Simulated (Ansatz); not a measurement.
## What a change does: band-structure calculation on PbS

System: PbS (P6₃/mmc, 4 atoms in the cell).
Method of run 1: DFT r2SCAN, scalar-relativistic, plane waves, PAW, no spin polarisation (Ansatz 0.2.0).

The structure was made by a generator, so it may or may not be a known phase. Text and figures count atoms from 1; the logs count them from 0 in places.

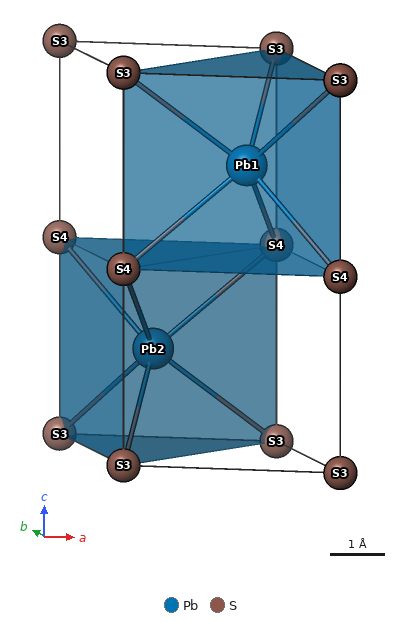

Fig. 1: The structure as given in the input (polyhedral view of the cell of the calculation, seen slightly off an axis; polyhedra are completed across the faces of the cell; atoms are numbered from 1 in the order of the input).

### Input, run 1
```yaml
crystal:
  lattice:
    - [4.1285687142, 2.89e-08, 0.0]
    - [-2.0642843821, 3.5754453733, 0.0]
    - [0.0, 0.0, 7.3562732]
  atoms:
    - { symbol: Pb, position: [0.6666666667, 0.3333333333, 0.75] }
    - { symbol: Pb, position: [0.3333333333, 0.6666666667, 0.25] }
    - { symbol: S, position: [0.0, 0.0, 0.0] }
    - { symbol: S, position: [0.0, 0.0, 0.5] }
basis:
  ecutwfc: 500
kpoints:
  mp_grid: { grid: [12, 12, 6] }
  band_path:
    path:
      - [[0.0, 0.0, 0.0], [0.5, 0.0, 0.0], [0.33333333, 0.33333333, 0.0], [0.0, 0.0, 0.0], [0.0, 0.0, 0.5], [0.5, 0.0, 0.5], [0.33333333, 0.33333333, 0.5], [0.0, 0.0, 0.5]]
      - [[0.5, 0.0, 0.5], [0.5, 0.0, 0.0]]
      - [[0.33333333, 0.33333333, 0.5], [0.33333333, 0.33333333, 0.0]]
    npoints: 14
hamiltonian:
  xc: r2scan
scf:
  occupations: { method: gaussian, width: 0.01 }
  n_extra_bands: 10
output:
  forces: true
  stress: true
  eigenvalues: true
  populations: true
  dos: { projected: true, de: 0.02, nscf_kmesh: { grid: [15, 15, 8] } }
  bader: true
  write_density: true
  write_potential: true
  elf: true
  volumetric_format: npy
```

Command:
```bash
ansatz run input.yaml --threads 1 --pin off --max-ram 3072MiB --backend cpu --events-out ev --progress --plain --runs-dir out
```

Hardware: 1 thread of Intel Xeon (Granite Rapids), 192 GiB of memory available, shared host.

### Output, shortened to warnings, some set-up lines, iterations and results (run 1)
```
Basis set: ecut = 500 eV, 2721 PW (Γ), exchange–correlation on 128×128×216 points (64 copies of the dense FFT grid, shifted against one another)
Symmetry: 24 space group operations
k-points: 76 of 864
Initial density: superposition of atomic densities (neutral atoms: chi_scale 0, normalization atom), corrected by the library's trained network
[...]
SCF iter   1: F=—  HF=-25655.624385 eV  |F-HF|=—  |Δ(HF+E_count)|=         —  Δρ=5.91e-3  dr2=2.58e-2  dr2_τ=6.36e-3  ethr=1.77e-3  ⟨swp⟩=7.4  Hψ=12190  notcnv=0  defer=19
SCF iter   2: F=—  HF=-25655.639532 eV  |F-HF|=—  |Δ(HF+E_count)|=   1.51e-2  Δρ=2.62e-3  dr2=6.28e-3  dr2_τ=1.93e-4  ethr=6.45e-5  ⟨swp⟩=2.1  Hψ=4919  notcnv=0  defer=261
SCF iter   3: F=—  HF=-25655.639372 eV  |F-HF|=—  |Δ(HF+E_count)|=   1.61e-4  Δρ=7.03e-4  dr2=3.81e-4  dr2_τ=3.19e-5  ethr=1.57e-5  ⟨swp⟩=3.1  Hψ=4042  notcnv=0  defer=261
SCF iter   4: F=—  HF=-25655.639451 eV  |F-HF|=—  |Δ(HF+E_count)|=   7.89e-5  Δρ=1.81e-4  dr2=4.79e-5  dr2_τ=5.51e-6  ethr=9.52e-7  ⟨swp⟩=2.6  Hψ=3453  notcnv=0  defer=261
SCF iter   5: F=—  HF=-25655.639461 eV  |F-HF|=—  |Δ(HF+E_count)|=   1.07e-5  Δρ=4.42e-5  dr2=1.25e-6  dr2_τ=5.67e-8  ethr=1.20e-7  ⟨swp⟩=2.0  Hψ=2627  notcnv=0  defer=261
SCF iter   6: F=-25655.639463 eV  HF=-25655.639463 eV  |F-HF|=1.11e-8  |Δ(HF+E_count)|=   1.26e-6  Δρ=8.21e-6  dr2=5.01e-8  dr2_τ=2.28e-9  ethr=2.50e-10  ⟨swp⟩=13.4  Hψ=18142 …
SCF 1 converged in 6 iterations: F = -25655.639463 eV  dr2 = 5.01e-8
NSCF: frozen V_eff on 129 k-points
NSCF: frozen V_eff on 135 k-points
SCF converged after 6 iterations
Free energy (F): -25655.639463 eV
Harris-Foulkes:  -25655.639463 eV  (|F-HF|=1.11e-8)
Internal energy: -25655.639463 eV  (E = F + TS)
E sigma→0 (E₀):  -25655.639463 eV
Fermi energy:    7.743418 eV
--- Per-component energies (eV) ---
  E_band       = -152.396614
  E_kinetic    = 783.887686
  E_local      = -2509.486678  (includes V_loc(G=0)·N_el)
  E_nonlocal   = 757.987915
  E_hartree    = 975.707936
  E_xc         = -600.606624
  E_vxc        = -479.177721  (∫ρ·V_xc dr)
  E_paw        = -22080.506630  (= ΣΔE_a)
  E_vpaw       = -686.830034  (= ΣTr[D̂ρ^β])
  E_aug_tail   = 0.000041  (compensation charges beyond the density's cutoff)
  E_vtau       = 29.816626  (kinetic-family band-sum trace: ∫τ·v_τ [+ j·A + Jᵃ·Aᵃ] dr)
  E_ewald      = -2984.334580
  E_core_change = 1.711471  (= ΣΔE_core)
  E_smearing   = -0.000000  (= −TS)
  E_closure    = 0.000000  (closes the sum)
  Σ components = -25655.639463   (vs F -25655.639463, Δ=0.00e0)
--- Forces (eV/Å), atoms counted from 1 ---
  atom   1  Pb     0.00000000    -0.00000000     0.00000000
  atom   2  Pb    -0.00000000     0.00000000     0.00000000
  atom   3  S     -0.00000000     0.00000000     0.00000000
  atom   4  S      0.00000000    -0.00000000     0.00000000
  max |Σ_I F_I| component: 2.31e-18 eV/Å
--- Stress (GPa, compression-positive) ---
       -1.110644      -0.000000       0.000000
       -0.000000      -1.110644       0.000000
        0.000000       0.000000      -0.815543
  P = ⅓ Tr σ = -1.0123 GPa (-10.123 kbar)
--- Löwdin populations: 4 sites ---
  site symbol       q [e]
     0     Pb     13.4223
     1     Pb     13.4223
     2      S      6.5165
     3      S      6.5165
  spilling = 0.003060 (of n_electrons = 40.000000)
--- Bader charges: 4 sites ---
  site symbol  charge [e]  shift [e]
     0     Pb      1.0538     0.0000
     1     Pb      1.0538     0.0000
     2      S     -1.0538     0.0000
     3      S     -1.0538     0.0000
  estimated error of the sums over rays = 2.3e-4 e
```

For run 2 the input was changed thus:
```diff
-  ecutwfc: 500
+  ecutwfc: 420
-  xc: r2scan
+  xc: pbe
```

How does run 2 compare with run 1?

The total energies belong to different methods, so their difference says nothing on which is more stable or more accurate. The gap on the mesh goes from 0.46 to 0.26 eV. The pressure goes from −1.01 to −0.04 GPa. The functional changes from r2SCAN to PBE. The number of SCF iterations is the same. The plane waves at Γ go from 2721 to 2101.

### Output, shortened to warnings, some set-up lines, iterations and results (run 2)
```
Basis set: ecut = 420 eV, 2101 PW (Γ), exchange–correlation on 60×60×100 points (8 copies of the dense FFT grid, shifted against one another)
Symmetry: 24 space group operations
k-points: 76 of 864
Initial density: superposition of atomic densities (neutral atoms: chi_scale 0, normalization atom), corrected by the library's trained network
[...]
SCF iter   1: F=—  HF=-25618.814487 eV  |F-HF|=—  |Δ(HF+E_count)|=         —  Δρ=7.65e-4  dr2=3.54e-4  ethr=1.77e-3  ⟨swp⟩=7.3  Hψ=11674  notcnv=0  defer=20
SCF iter   2: F=—  HF=-25618.812367 eV  |F-HF|=—  |Δ(HF+E_count)|=   2.12e-3  Δρ=5.18e-4  dr2=2.50e-4  ethr=8.85e-7  ⟨swp⟩=2.9  Hψ=5195  notcnv=0  defer=255
SCF iter   3: F=—  HF=-25618.812615 eV  |F-HF|=—  |Δ(HF+E_count)|=   2.48e-4  Δρ=1.81e-4  dr2=3.36e-5  ethr=6.25e-7  ⟨swp⟩=2.3  Hψ=3822  notcnv=0  defer=255
SCF iter   4: F=—  HF=-25618.812723 eV  |F-HF|=—  |Δ(HF+E_count)|=   1.08e-4  Δρ=7.41e-5  dr2=4.78e-6  ethr=8.41e-8  ⟨swp⟩=2.0  Hψ=3872  notcnv=0  defer=255
SCF iter   5: F=—  HF=-25618.812722 eV  |F-HF|=—  |Δ(HF+E_count)|=   9.78e-7  Δρ=2.13e-5  dr2=5.22e-7  ethr=1.20e-8  ⟨swp⟩=2.1  Hψ=3241  notcnv=0  defer=255
SCF iter   6: F=-25618.812722 eV  HF=-25618.812722 eV  |F-HF|=3.91e-8  |Δ(HF+E_count)|=   1.68e-7  Δρ=6.53e-6  dr2=4.91e-8  ethr=2.50e-10  ⟨swp⟩=12.9  Hψ=16716  notcnv=0
SCF 1 converged in 6 iterations: F = -25618.812722 eV  dr2 = 4.91e-8
NSCF: frozen V_eff on 129 k-points
NSCF: frozen V_eff on 135 k-points
SCF converged after 6 iterations
Free energy (F): -25618.812722 eV
Harris-Foulkes:  -25618.812722 eV  (|F-HF|=3.91e-8)
Internal energy: -25618.812722 eV  (E = F + TS)
E sigma→0 (E₀):  -25618.812722 eV
Fermi energy:    7.769233 eV
--- Per-component energies (eV) ---
  E_band       = -129.396584
  E_kinetic    = 785.275046
  E_local      = -2506.468733  (includes V_loc(G=0)·N_el)
  E_nonlocal   = 756.834566
  E_hartree    = 972.698687
  E_xc         = -636.142414
  E_vxc        = -439.748879  (∫ρ·V_xc dr)
  E_paw        = -22006.675394  (= ΣΔE_a)
  E_vpaw       = -670.673564  (= ΣTr[D̂ρ^β])
  E_aug_tail   = 0.000101  (compensation charges beyond the density's cutoff)
  E_ewald      = -2984.334580
  E_smearing   = -0.000000  (= −TS)
  E_closure    = 0.000000  (closes the sum)
  Σ components = -25618.812722   (vs F -25618.812722, Δ=0.00e0)
--- Forces (eV/Å), atoms counted from 1 ---
  atom   1  Pb     0.00000000     0.00000000     0.00000000
  atom   2  Pb    -0.00000000    -0.00000000     0.00000000
  atom   3  S     -0.00000000     0.00000000    -0.00000000
  atom   4  S     -0.00000000     0.00000000     0.00000000
  max |Σ_I F_I| component: 2.31e-18 eV/Å
--- Stress (GPa, compression-positive) ---
       -0.047705      -0.000000       0.000000
       -0.000000      -0.047705       0.000000
        0.000000       0.000000      -0.020334
  P = ⅓ Tr σ = -0.0386 GPa (-0.386 kbar)
--- Löwdin populations: 4 sites ---
  site symbol       q [e]
     0     Pb     13.4727
     1     Pb     13.4727
     2      S      6.4688
     3      S      6.4688
  spilling = 0.002924 (of n_electrons = 40.000000)
--- Bader charges: 4 sites ---
  site symbol  charge [e]  shift [e]
     0     Pb      0.9893     0.0000
     1     Pb      0.9894     0.0000
     2      S     -0.9893     0.0000
     3      S     -0.9894     0.0000
  estimated error of the sums over rays = 2.4e-4 e
```

### The two runs side by side

```csv
quantity,run 1,run 2
outcome,converged,converged
free energy per atom (eV),−6413.9099,−6404.7032
gap on the mesh (eV),0.46,0.26
pressure (GPa),−1.01,−0.04
largest force (eV/Å),0.000,0.000
SCF iterations,6,6
irreducible k-points,76,76
plane waves at Γ,2721,2101
wall time (shared host),50 s,35 s
```

For both runs: Spin–orbit coupling is left out, which matters for Pb.
